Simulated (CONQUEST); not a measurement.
**Geometry relaxation, with input and output: P (part 2 of 2)**

P (P-1, 12 atoms in the cell); Kohn-Sham DFT of a periodic cell, PBEsol, PseudoDojo NC PBEsol, spin-polarised (CONQUEST 1.3); 5×3×2 k-mesh, fermi-dirac of 0.05 eV, collinear spins. The structure derives from a Materials Project entry. It belongs to a series of runs on one base structure; here: atoms moved at random by about 0.1 A.

Geometry of the input (Å; fractional positions):
```
3.4515  0.0000  0.0000
0.0000  5.9781  0.0000
0.0000  0.0000  9.3890
P  0.0172  0.0021  0.2304
P  0.0172  0.3354  0.8971
P  0.0172  0.6687  0.5637
P  0.5172  0.1687  0.5637
P  0.5172  0.5021  0.2304
P  0.5172  0.8354  0.8971
P  0.0012  0.3250  0.4390
P  0.0012  0.6583  0.1057
P  0.0012  0.9917  0.7723
P  0.5012  0.1583  0.1057
P  0.5012  0.4917  0.7723
P  0.5012  0.8250  0.4390
```

**Log, continued**
```
      Simulation cell dimensions:     6.5223 a0 x    11.2969 a0 x    17.7427 a0

      Atomic coordinates (a0)
         Atom         X         Y         Z  Species
            1    0.0652    0.0052    4.2961        1
            2    0.0652    3.7707   16.1243        2
            3    0.0651    7.5366   10.2101        1
            4    3.3263    1.8885   10.2103        2
            5    3.3264    5.6541    4.2962        1
            6    3.3263    9.4198   16.1244        2
            7    0.0697    3.6852    7.5715        1
            8    0.0695    7.4510    1.6574        2
            9    0.0696   11.2165   13.4856        1
           10    3.3308    1.8019    1.6573        2
           11    3.3307    5.5676   13.4854        1
           12    3.3309    9.3331    7.5714        2
    sqnm: search direction has magnitude          0.00362878

    GeomOpt - Iter:   13 MaxF:   0.00028099 Ha/a0 E:     -82.44114168 Ha dE:    -0.00038738 Ha

    Force Residual:              0.00025516 Ha/a0
    Maximum force:               0.00028099 Ha/a0
    Force tolerance:             0.00050000 Ha/a0
    Energy change:              -0.00038738 Ha

    GeomOpt converged in   13 iterations
    sqnm: maximum force below threshold:      0.00028 Ha/a0

    BIBLIOGRAPHY: Please consider citing the following references in the conquest.bib file

    CONQUEST:         Bowler2002pt, Miyazaki2004, Nakata2020
    Basis:            Bowler2019
    DM:               Bowler:2006xr
    Pseudopotentials: Hamann2013, Bowler2019
    XC references from LibXC:
```

**File coords.dat**
```
    6.5222959056     0.0000000000     0.0000000000
    0.0000000000    11.2969478897     0.0000000000
    0.0000000000     0.0000000000    17.7427142412
12
  0.1122519737   0.0235108351   4.0879450122 1 T T T
  0.1122519737   3.7891601280  15.9164211789 2 T T T
  0.1122519737   7.5548094208  10.0021831044 1 T T T
  3.3733999265   1.9063354759  10.0021831044 2 T T T
  3.3733999265   5.6719847800   4.0879450122 1 T T T
  3.3733999265   9.4376340728  15.9164211789 2 T T T
  0.0079898125   3.6714478175   7.7887735768 1 T T T
  0.0079898125   7.4370971103   1.8745355023 2 T T T
  0.0079898125  11.2027464032  13.7030116690 1 T T T
  3.2691377653   1.7886231655   1.8745355023 2 T T T
  3.2691377653   5.5542724583  13.7030116690 1 T T T
  3.2691377653   9.3199217624   7.7887735768 2 T T T
```

**File coord_next.dat**
```
      6.52229590560000005      0.00000000000000000      0.00000000000000000
      0.00000000000000000     11.29694788970000019      0.00000000000000000
      0.00000000000000000      0.00000000000000000     17.74271424120000162
      12
      0.06515565453139290      0.00521225469785591      4.29613922022851735     1  T  T  T
      0.06517553059493823      3.77074529962744309     16.12427394956301541     2  T  T  T
      0.06509531041493369      7.53657342274984909     10.21012528872100056     1  T  T  T
      3.32631177592516014      1.88849819133755470     10.21034432634965050     2  T  T  T
      3.32640306223128812      5.65409955583375812      4.29624871199684844     1  T  T  T
      3.32629796106243436      9.41976858833330688     16.12437780653034380     2  T  T  T
      0.06967880518497459      3.68517996623647504      7.57147426806964141     1  T  T  T
      0.06951009676787731      7.45097872678288908      1.65741628271265551     2  T  T  T
      0.06964084799451679     11.21652367054142729     13.48556177807708067     1  T  T  T
      3.33080781238233659      1.80189187042202659      1.65733966451078052     2  T  T  T
      3.33073507877731112      5.56761004560716710     13.48537485350808218     1  T  T  T
      3.33087582148126993      9.33313708173873202      7.57136040445615599     2  T  T  T
```

**Trajectory as extended XYZ (Å, eV, eV/Å), 8 of the 14 frames kept, from step=0 to step=13**
```
12
Lattice="3.4515 0.0000 0.0000 0.0000 5.9781 0.0000 0.0000 0.0000 9.3890" Properties=species:S:1:pos:R:3:forces:R:3 step=0 energy=-2242.20338
P     0.0594    0.0124    2.1632   -0.6264  -0.4278   2.1054
P     0.0594    2.0051    8.4226   -0.6264  -0.4277   2.1054
P     0.0594    3.9978    5.2929   -0.6264  -0.4278   2.1053
P     1.7851    1.0088    5.2929   -0.6264  -0.4280   2.1052
P     1.7851    3.0015    2.1632   -0.6265  -0.4279   2.1053
P     1.7851    4.9942    8.4226   -0.6264  -0.4279   2.1053
P     0.0042    1.9428    4.1216    0.6237   0.4304  -2.1059
P     0.0042    3.9355    0.9920    0.6237   0.4304  -2.1060
P     0.0042    5.9282    7.2513    0.6237   0.4304  -2.1060
P     1.7300    0.9465    0.9920    0.6237   0.4305  -2.1059
P     1.7300    2.9392    7.2513    0.6237   0.4305  -2.1059
P     1.7300    4.9319    4.1216    0.6237   0.4306  -2.1059
12
Lattice="3.4514 0.0000 0.0000 0.0000 5.9781 0.0000 0.0000 0.0000 9.3890" Properties=species:S:1:pos:R:3:forces:R:3 step=2 energy=-2242.93771
P     0.0496    0.0053    2.1972   -0.3018  -0.2637   1.0863
P     0.0496    1.9979    8.4565   -0.3017  -0.2637   1.0866
P     0.0496    3.9906    5.3268   -0.3017  -0.2637   1.0865
P     1.7753    1.0016    5.3268   -0.3017  -0.2637   1.0865
P     1.7753    2.9943    2.1972   -0.3017  -0.2637   1.0863
P     1.7753    4.9870    8.4565   -0.3018  -0.2637   1.0866
P     0.0140    1.9501    4.0877    0.3041   0.2638  -1.0843
P     0.0140    3.9428    0.9580    0.3041   0.2639  -1.0844
P     0.0140    5.9355    7.2174    0.3041   0.2639  -1.0842
P     1.7398    0.9537    0.9580    0.3041   0.2639  -1.0847
P     1.7398    2.9464    7.2174    0.3041   0.2640  -1.0844
P     1.7398    4.9391    4.0877    0.3041   0.2638  -1.0843
12
Lattice="3.4514 0.0000 0.0000 0.0000 5.9781 0.0000 0.0000 0.0000 9.3890" Properties=species:S:1:pos:R:3:forces:R:3 step=4 energy=-2243.26774
P     0.0511    5.9572    2.2409   -0.1200   0.0510   0.2479
P     0.0511    1.9718    8.5002   -0.1202   0.0515   0.2477
P     0.0511    3.9646    5.3706   -0.1199   0.0508   0.2470
P     1.7768    0.9756    5.3706   -0.1198   0.0491   0.2464
P     1.7768    2.9682    2.2409   -0.1201   0.0498   0.2469
P     1.7768    4.9610    8.5002   -0.1199   0.0495   0.2472
P     0.0149    1.9756    4.0430    0.1220  -0.0507  -0.2506
P     0.0149    3.9683    0.9133    0.1223  -0.0512  -0.2511
P     0.0149    5.9610    7.1727    0.1220  -0.0508  -0.2512
P     1.7406    0.9792    0.9133    0.1221  -0.0494  -0.2506
P     1.7406    2.9719    7.1726    0.1222  -0.0499  -0.2503
P     1.7406    4.9646    4.0430    0.1220  -0.0491  -0.2499
12
Lattice="3.4514 0.0000 0.0000 0.0000 5.9781 0.0000 0.0000 0.0000 9.3890" Properties=species:S:1:pos:R:3:forces:R:3 step=6 energy=-2243.28912
P     0.0430    5.9646    2.2476   -0.0769  -0.0270   0.1745
P     0.0430    1.9792    8.5070   -0.0769  -0.0271   0.1747
P     0.0430    3.9719    5.3773   -0.0769  -0.0270   0.1748
P     1.7688    0.9828    5.3773   -0.0769  -0.0270   0.1747
P     1.7688    2.9755    2.2476   -0.0769  -0.0270   0.1745
P     1.7688    4.9682    8.5070   -0.0769  -0.0269   0.1746
P     0.0224    1.9684    4.0364    0.0789   0.0255  -0.1777
P     0.0224    3.9611    0.9067    0.0789   0.0256  -0.1776
P     0.0224    5.9538    7.1661    0.0789   0.0255  -0.1774
P     1.7481    0.9721    0.9067    0.0789   0.0255  -0.1776
P     1.7481    2.9648    7.1661    0.0789   0.0255  -0.1774
P     1.7481    4.9575    4.0364    0.0789   0.0256  -0.1777
12
Lattice="3.4514 0.0000 0.0000 0.0000 5.9781 0.0000 0.0000 0.0000 9.3890" Properties=species:S:1:pos:R:3:forces:R:3 step=7 energy=-2243.28998
P     0.0419    5.9658    2.2480   -0.0695  -0.0350   0.1743
P     0.0419    1.9804    8.5074   -0.0695  -0.0352   0.1743
P     0.0420    3.9731    5.3777   -0.0696  -0.0349   0.1746
P     1.7677    0.9840    5.3777   -0.0695  -0.0345   0.1749
P     1.7677    2.9767    2.2480   -0.0694  -0.0345   0.1746
P     1.7677    4.9694    8.5074   -0.0695  -0.0344   0.1745
P     0.0235    1.9672    4.0359    0.0717   0.0342  -0.1781
P     0.0235    3.9599    0.9063    0.0717   0.0345  -0.1778
P     0.0235    5.9526    7.1656    0.0717   0.0343  -0.1779
P     1.7492    0.9709    0.9063    0.0716   0.0338  -0.1779
P     1.7492    2.9636    7.1656    0.0716   0.0339  -0.1781
P     1.7492    4.9563    4.0360    0.0717   0.0338  -0.1784
12
Lattice="3.4514 0.0000 0.0000 0.0000 5.9781 0.0000 0.0000 0.0000 9.3890" Properties=species:S:1:pos:R:3:forces:R:3 step=9 energy=-2243.31721
P     0.0360    5.9628    2.2593    0.0012   0.0500   0.0396
P     0.0360    1.9775    8.5188    0.0019   0.0491   0.0400
P     0.0361    3.9702    5.3891    0.0008   0.0500   0.0393
P     1.7618    0.9808    5.3890    0.0008   0.0545   0.0407
P     1.7617    2.9736    2.2592    0.0015   0.0528   0.0411
P     1.7618    4.9663    8.5187    0.0011   0.0529   0.0408
P     0.0361    1.9678    4.0196    0.0021  -0.0505  -0.0385
P     0.0362    3.9605    0.8899    0.0014  -0.0502  -0.0390
P     0.0361    5.9532    7.1494    0.0019  -0.0506  -0.0386
P     1.7619    0.9716    0.8900    0.0018  -0.0536  -0.0400
P     1.7619    2.9643    7.1495    0.0013  -0.0534  -0.0406
P     1.7618    4.9571    4.0197    0.0024  -0.0550  -0.0401
12
Lattice="3.4514 0.0000 0.0000 0.0000 5.9781 0.0000 0.0000 0.0000 9.3890" Properties=species:S:1:pos:R:3:forces:R:3 step=11 energy=-2243.32417
P     0.0338    5.9668    2.2629    0.0230   0.0456   0.0312
P     0.0338    1.9815    8.5224    0.0232   0.0449   0.0298
P     0.0339    3.9741    5.3926    0.0226   0.0458   0.0305
P     1.7596    0.9849    5.3926    0.0229   0.0482   0.0316
P     1.7596    2.9777    2.2628    0.0234   0.0474   0.0324
P     1.7596    4.9704    8.5223    0.0229   0.0476   0.0306
P     0.0386    1.9637    4.0158   -0.0202  -0.0461  -0.0291
P     0.0387    3.9564    0.8861   -0.0209  -0.0454  -0.0282
P     0.0386    5.9491    7.1456   -0.0204  -0.0460  -0.0296
P     1.7643    0.9674    0.8862   -0.0202  -0.0481  -0.0288
P     1.7644    2.9601    7.1456   -0.0206  -0.0478  -0.0309
P     1.7643    4.9529    4.0159   -0.0200  -0.0487  -0.0298
12
Lattice="3.4514 0.0000 0.0000 0.0000 5.9781 0.0000 0.0000 0.0000 9.3890" Properties=species:S:1:pos:R:3:forces:R:3 step=13 energy=-2243.33775
P     0.0345    0.0028    2.2734    0.0138   0.0080   0.0027
P     0.0345    1.9954    8.5326    0.0134   0.0086   0.0025
P     0.0344    3.9882    5.4030    0.0144   0.0078   0.0026
P     1.7602    0.9993    5.4031    0.0137   0.0041   0.0015
P     1.7603    2.9920    2.2735    0.0124   0.0052   0.0012
P     1.7602    4.9847    8.5327    0.0137   0.0048   0.0023
P     0.0369    1.9501    4.0067   -0.0072  -0.0092  -0.0014
P     0.0368    3.9429    0.8771   -0.0056  -0.0095  -0.0025
P     0.0369    5.9355    7.1363   -0.0073  -0.0090  -0.0016
P     1.7626    0.9535    0.8770   -0.0074  -0.0054  -0.0019
P     1.7625    2.9463    7.1362   -0.0068  -0.0064   0.0010
P     1.7626    4.9389    4.0066   -0.0080  -0.0043  -0.0013
```

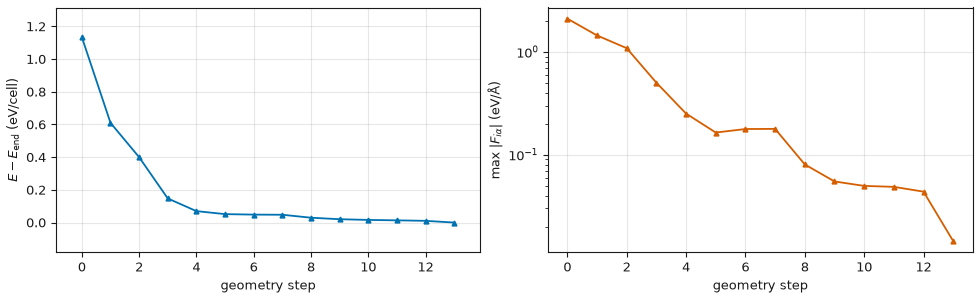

**Figure 1.** Progress of the relaxation, step by step (steps are counted from 0).

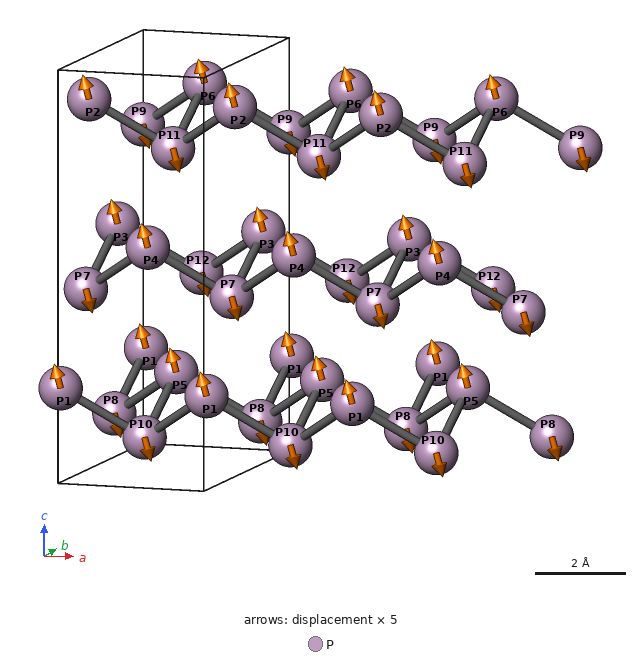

**Figure 2.** The starting structure with the displacements as orange arrows, magnified 5 times (ball-and-stick view of the cell of the calculation, repeated 3 × 1 × 1, seen slightly off an axis). After 13 geometry steps the energy has fallen by 1.134 eV per cell of the calculation. The largest force component goes from 2.1 to 0.014 eV/Å. The largest moves, 0.12 Å, are those of 12 atoms (P1, P2, P3, P4 and others). The cell stays as it was. Distances before and after: P1–P10 2.244 → 2.417 Å, P1–P8 2.366 → 2.470 Å. Among the angles that change: P9–P2–P11 96.9° → 89.8°, P11–P2–P11 98.0° → 91.2°, P9–P2–P11 94.7° → 89.9°. The space group (tolerance 0.01 Å) goes from P-1 (No. 2) to C2/m (No. 12). (Atoms are counted from 1 in the order of the input.)

**Key numbers**

- outcome: converged
- space group (tolerance 0.01 Å): P-1 (2) → C2/m (12)
- electrons treated: 60
- free energy: −2243.3618 eV
- Fermi energy: −3.702 eV
- gap on the k-point mesh: none (metallic)
- net moment of the cell: 0.00 μB
- pressure: 19.33 GPa
- final volume: 193.72 Å³
- largest force (length of the vector) at the end: 0.017 eV/Å
- final cell: a = 3.451 Å, b = 5.978 Å, c = 9.389 Å, α = 90.00°, β = 90.00°, γ = 90.00°
- hardware: 1 thread of Intel Xeon (Sapphire Rapids), 16 GiB of memory available, shared host
- wall time: 4.1 min
- peak memory: 0.64 GiB

**Notes**

Points of doubt noted for this run: small atomic basis. The cell is under a pressure of 19.3 GPa at this level, so it is not at its equilibrium volume.
